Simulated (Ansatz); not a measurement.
**Geometry relaxation of Ti3Al5 (part 2 of 2)**

Ti3Al5 (Pmmm, 8 atoms in the cell); DFT r2SCAN, scalar-relativistic, plane waves, PAW, no spin polarisation (Ansatz 0.2.0); cutoff 500 eV, 10×10×6 k-mesh, Gaussian smearing of 0.1 eV. The structure derives from a Materials Project entry.

Geometry of the input (Å; fractional positions):
```
3.9010  0.0000  0.0000
0.0000  4.0139  0.0000
0.0000  0.0000  8.0833
Ti 0.0000  0.5000  0.2651
Ti 0.0000  0.5000  0.7349
Ti 0.5000  0.5000  0.0000
Al 0.0000  0.0000  0.0000
Al 0.0000  0.0000  0.5000
Al 0.5000  0.5000  0.5000
Al 0.5000  0.0000  0.2422
Al 0.5000  0.0000  0.7578
```

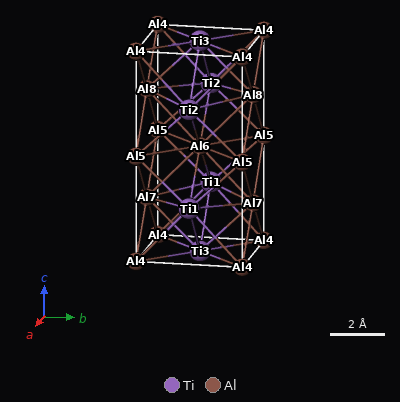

Fig. 1: The geometry at step 3 of the log (ball-and-stick view of the cell of the calculation, seen slightly off an axis; atoms are numbered from 1 in the order of the input).

```
basis re-selected at this cell: Δ(F+E_penalty+E_count) = -3.020e-5 eV, ΔP = +0.000 GPa vs the last step (what re-selecting the basis moved, of the pressure what is left beyond the Pulay correction that the steps carried, after the strain that the cell walked since its last selection, with what the two solves' SCF thresholds leave and, on support functions, any second-order correction that the steps lacked; it is no measure of the basis error at this ecutwfc). This SCF's stress stands 6.03e-3 GPa from its target on what of the cell is left free (relax.cell.stress_tol is 5.00e-2 GPa) and its largest allowed force component is 5.86e-4 eV/Å (relax.f_tol is 5.00e-3 eV/Å): within both
SCF converged after 6 iterations
Free energy (F): -10218.824593 eV
Harris-Foulkes:  -10218.824593 eV  (|F-HF|=9.09e-12)
Internal energy: -10218.802812 eV  (E = F + TS)
E sigma→0 (E₀):  -10218.813703 eV
Entropy (-TS):   -0.021781 eV (-2.723 meV/atom)
Fermi energy:    10.593802 eV
--- Per-component energies (eV) ---
  E_band       = -523.221547
  E_kinetic    = 939.763588
  E_local      = -3506.190976  (includes V_loc(G=0)·N_el)
  E_nonlocal   = 73.479361
  E_hartree    = 1527.541946
  E_xc         = -465.555719
  E_vxc        = -558.167999  (∫ρ·V_xc dr)
  E_paw        = -5538.312540  (= ΣΔE_a)
  E_vpaw       = -560.590679  (= ΣTr[D̂ρ^β])
  E_aug_tail   = 0.000272  (compensation charges beyond the density's cutoff)
  E_vtau       = 33.401098  (kinetic-family band-sum trace: ∫τ·v_τ [+ j·A + Jᵃ·Aᵃ] dr)
  E_ewald      = -3248.467832
  E_core_change = -1.060912  (= ΣΔE_core)
  E_smearing   = -0.021781  (= −TS)
  E_closure    = -0.000000  (closes the sum)
  Σ components = -10218.824593   (vs F -10218.824593, Δ=0.00e0)
--- Forces (eV/Å), atoms counted from 1 ---
  atom   1  Ti    -0.00000000    -0.00000000    -0.00037006
  atom   2  Ti     0.00000000     0.00000000     0.00037006
  atom   3  Ti     0.00000000     0.00000000     0.00000000
  atom   4  Al     0.00000000    -0.00000000     0.00000000
  atom   5  Al    -0.00000000    -0.00000000     0.00000000
  atom   6  Al     0.00000000    -0.00000000     0.00000000
  atom   7  Al     0.00000000    -0.00000000    -0.00058642
  atom   8  Al    -0.00000000     0.00000000     0.00058642
  max |Σ_I F_I| component: 2.33e-29 eV/Å
--- Stress (GPa, compression-positive) ---
       -0.004218       0.000000       0.000000
        0.000000      -0.001983       0.000000
        0.000000       0.000000      -0.006034
  P = ⅓ Tr σ = -0.0041 GPa (-0.041 kbar)
--- Band table (eV; the first three rows and the last of 144) ---
  k-point 0: bands = ["-48.4589", "-48.4527", "-48.2591", "-23.7836", "-23.7751", "-23.7000", "-23.6874", "-23.6578", "-23.6399", "-23.6221", "-23.3894", "-23.3418", "0.0538", "2.5900", "2.8809", "7.5557", "8.2055", "8.3991", "8.6913", "8.8040", "9.4412", "9.5364", "9.8697", "9.8858", "9.9466", "10.2121", "10.7594", "11.3505", "11.4506", "11.4962", "11.8217", "12.1933", "12.2111", "13.3174"]
  k-point 1: bands = ["-48.4587", "-48.4529", "-48.2591", "-23.7834", "-23.7754", "-23.7044", "-23.6871", "-23.6526", "-23.6402", "-23.6221", "-23.3893", "-23.3426", "0.1051", "2.0428", "3.5476", "7.1889", "8.1934", "8.3974", "8.7534", "8.7970", "9.1951", "9.8557", "9.8704", "9.9003", "9.9685", "10.2188", "10.7768", "11.3502", "11.3845", "11.4088", "11.7560", "12.2376", "12.4797", "13.3911"]
  k-point 2: bands = ["-48.4583", "-48.4533", "-48.2591", "-23.7828", "-23.7761", "-23.7113", "-23.6866", "-23.6441", "-23.6409", "-23.6220", "-23.3892", "-23.3441", "0.2341", "1.5375", "4.4290", "6.3523", "8.3000", "8.3940", "8.7834", "8.8476", "8.9570", "9.8549", "9.9009", "9.9916", "10.0139", "10.2324", "10.8176", "11.3246", "11.3898", "11.4625", "11.6327", "12.2851", "12.9229", "13.4534"]
  k-point 143: bands = ["-48.4518", "-48.4512", "-48.2628", "-23.7910", "-23.7894", "-23.7333", "-23.7230", "-23.6601", "-23.6502", "-23.6441", "-23.3679", "-23.3304", "3.9754", "4.7637", "4.7886", "4.9276", "5.0361", "6.1203", "7.3113", "7.9804", "8.0784", "8.3664", "8.5415", "8.8527", "9.4560", "9.7910", "10.2866", "12.0389", "12.0494", "12.1505", "12.4776", "12.4941", "12.5346", "12.5473"]
--- Relaxed structure (3 steps of the walk, 3 accepted, 1 SCFs on fresh bases) ---
  F+E_penalty+E_count = -10218.82459329 eV   max|allowed force component| = 5.864e-4 eV/Å   (the final SCF, on the basis selected at the relaxed cell)
  cell:  # Å, volume = 126.6690 Å³
    - [3.9016290121882924, -5.143773845724535e-35, -1.197096458641346e-33]
    - [-5.292673982276284e-35, 4.0227228113021285, 3.3680652614485446e-35]
    - [-2.7905664654391817e-33, 6.782626825720233e-35, 8.070570686725125]
  atoms:
    - { symbol: Ti, position: [-1.5143965881934335e-34, 0.49999999999999994, 0.2648736031106769] }
    - { symbol: Ti, position: [-1.144121695626807e-34, 0.49999999999999994, 0.7351263968893231] }
    - { symbol: Ti, position: [0.5, 0.49999999999999994, 3.353220363926976e-21] }
    - { symbol: Al, position: [2.362882950896156e-34, -9.055679078826712e-72, 3.3532203639269937e-21] }
    - { symbol: Al, position: [1.2684506512526132e-34, -1.3363823550460978e-51, 0.49999999999999994] }
    - { symbol: Al, position: [0.5, 0.49999999999999994, 0.49999999999999994] }
    - { symbol: Al, position: [0.5, 0.0, 0.24233263620340093] }
    - { symbol: Al, position: [0.5, -2.6727647100921956e-51, 0.7576673637965992] }
```

### Trajectory as extended XYZ (Å, eV, eV/Å), 4 frames, from step=1 to step=4
```
8
Lattice="3.9010 0.0000 0.0000 0.0000 4.0139 0.0000 0.0000 0.0000 8.0833" Properties=species:S:1:pos:R:3:forces:R:3 step=1 energy=-10218.82417 pressure_GPa=0.08
Ti    0.0000    2.0070    2.1426    0.0000   0.0000  -0.0116
Ti    0.0000    2.0070    5.9407    0.0000   0.0000   0.0116
Ti    1.9505    2.0070    0.0000    0.0000   0.0000   0.0000
Al    0.0000    0.0000    0.0000    0.0000   0.0000   0.0000
Al    0.0000    0.0000    4.0416    0.0000   0.0000   0.0000
Al    1.9505    2.0070    4.0416    0.0000   0.0000   0.0000
Al    1.9505    0.0000    1.9580    0.0000   0.0000   0.0062
Al    1.9505    0.0000    6.1252    0.0000   0.0000  -0.0062
8
Lattice="3.9022 0.0000 0.0000 0.0000 4.0258 0.0000 0.0000 0.0000 8.0640" Properties=species:S:1:pos:R:3:forces:R:3 step=2 energy=-10218.82448 pressure_GPa=-0.01
Ti    0.0000    2.0129    2.1349    0.0000   0.0000   0.0078
Ti    0.0000    2.0129    5.9291    0.0000   0.0000  -0.0078
Ti    1.9511    2.0129    0.0000    0.0000   0.0000   0.0000
Al    0.0000    0.0000    0.0000    0.0000   0.0000   0.0000
Al    0.0000    0.0000    4.0320    0.0000   0.0000   0.0000
Al    1.9511    2.0129    4.0320    0.0000   0.0000   0.0000
Al    1.9511    0.0000    1.9547    0.0000   0.0000  -0.0048
Al    1.9511    0.0000    6.1092    0.0000   0.0000   0.0048
8
Lattice="3.9016 0.0000 0.0000 0.0000 4.0227 0.0000 0.0000 0.0000 8.0706" Properties=species:S:1:pos:R:3:forces:R:3 step=3 energy=-10218.82456 pressure_GPa=-0.00
Ti    0.0000    2.0114    2.1377    0.0000   0.0000  -0.0003
Ti    0.0000    2.0114    5.9329    0.0000   0.0000   0.0003
Ti    1.9508    2.0114    0.0000    0.0000   0.0000   0.0000
Al    0.0000    0.0000    0.0000    0.0000   0.0000   0.0000
Al    0.0000    0.0000    4.0353    0.0000   0.0000   0.0000
Al    1.9508    2.0114    4.0353    0.0000   0.0000   0.0000
Al    1.9508    0.0000    1.9558    0.0000   0.0000  -0.0006
Al    1.9508    0.0000    6.1148    0.0000   0.0000   0.0006
8
Lattice="3.9016 0.0000 0.0000 0.0000 4.0227 0.0000 0.0000 0.0000 8.0706" Properties=species:S:1:pos:R:3:forces:R:3 step=4 energy=-10218.82459 pressure_GPa=-0.00
Ti    0.0000    2.0114    2.1377    0.0000   0.0000  -0.0004
Ti    0.0000    2.0114    5.9329    0.0000   0.0000   0.0004
Ti    1.9508    2.0114    0.0000    0.0000   0.0000   0.0000
Al    0.0000    0.0000    0.0000    0.0000   0.0000   0.0000
Al    0.0000    0.0000    4.0353    0.0000   0.0000   0.0000
Al    1.9508    2.0114    4.0353    0.0000   0.0000   0.0000
Al    1.9508    0.0000    1.9558    0.0000   0.0000  -0.0006
Al    1.9508    0.0000    6.1148    0.0000   0.0000   0.0006
```

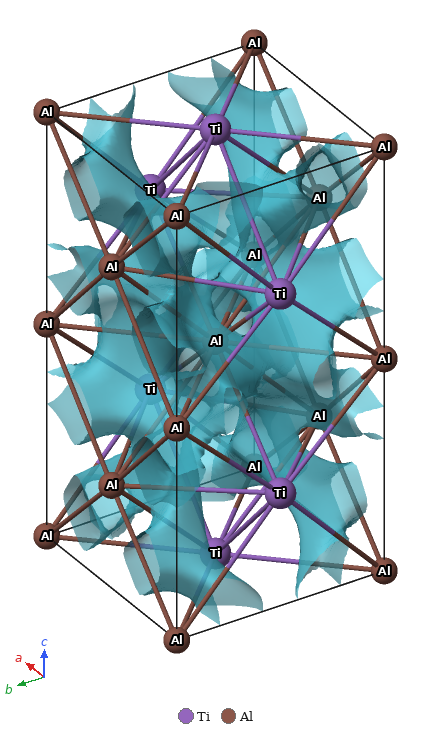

Fig. 2: Isosurface of the ELF at 0.6 (cyan), seen at an oblique angle. Only the valence region is drawn (cores and ρ < 0.01 e/Å³ removed). Sticks mark near contacts. The outline is the cell set on symmetry axes. Profiles from the grid: Ti–Al (2.72 Å): the ELF is about 0.35 at the midpoint (nearly free electrons, as in a simple metal). Al–Al (2.76 Å): the ELF peaks at about 0.70 between the atoms. The fields are those of the smooth PAW valence density.

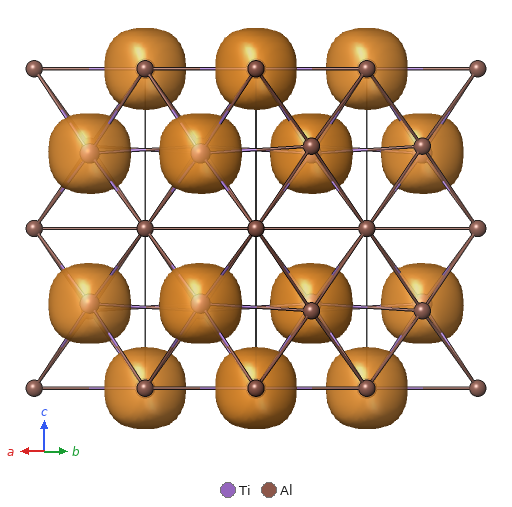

Fig. 3: Isosurface of the valence pseudo-density at 0.3 e/Å³ (orange), seen along [110]. Sticks mark near contacts. The outline is the cell set on symmetry axes. At this value the density breaks into separate islands; it holds about 55 % of the electrons treated as valence (semicore included). It is pinched off along the Ti–Al (2.72 Å), Al–Al (2.76 Å), Ti–Ti (2.89 Å) and Ti–Al (2.77 Å) contacts. On the grid the lowest density along these lines, outside the cores, is 0.23 e/Å³ (Ti–Al, 2.72 Å), 0.23 e/Å³ (Al–Al, 2.76 Å), 0.22 e/Å³ (Ti–Ti, 2.89 Å) and 0.21 e/Å³ (Ti–Al, 2.77 Å).
